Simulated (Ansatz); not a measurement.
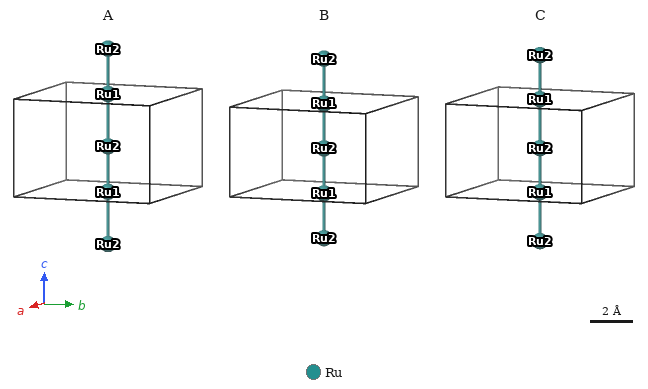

3 geometries from one relaxation of a wire of composition Ru, in shuffled order. The picture is a ball-and-stick view of the cell of the calculation, with the vacuum cut short, seen slightly off an axis.

Case: dimerised chain of atoms.

Level of theory: Ansatz 0.2.0, DFT PBEsol, scalar-relativistic, plane waves, PAW. Settings: plane-wave cutoff 420 eV; k-point mesh 1 × 1 × 14; occupations gaussian; smearing width 0.05 eV; collinear spin; cell relaxed at fixed a, b, alpha, beta, gamma; force threshold 0.01 eV/Å; at most 45 steps.

> Order the frames from highest to lowest energy.

A, C, B. They are steps 0, 1, 4, at +0.485 eV per cell of the calculation, +0.109 eV per cell of the calculation relative to the last. The largest moves relative to the layer's centre, 0.076 Å, are those of Ru1 and Ru2. Along the periodic axis the drawn cell goes c 4.739 → 4.355 Å (−8.1 %). Near-neighbour distances that change, for instance: Ru1–Ru2 2.535 → 2.178 Å, Ru1–Ru2 (another image) 2.204 → 2.177 Å. Over 3 accepted moves (4 points after the start) the energy falls by 0.485 eV per cell of the calculation. The largest force component goes from 0.34 to 0.0023 eV/Å. The SCF was repeated once at an unchanged geometry on a basis and grid sized afresh for the cell, which shifted the energy by 1.6 meV per cell of the calculation at most.

Limits of the set-up: the k-point mesh is coarse for a cell with partly filled bands.
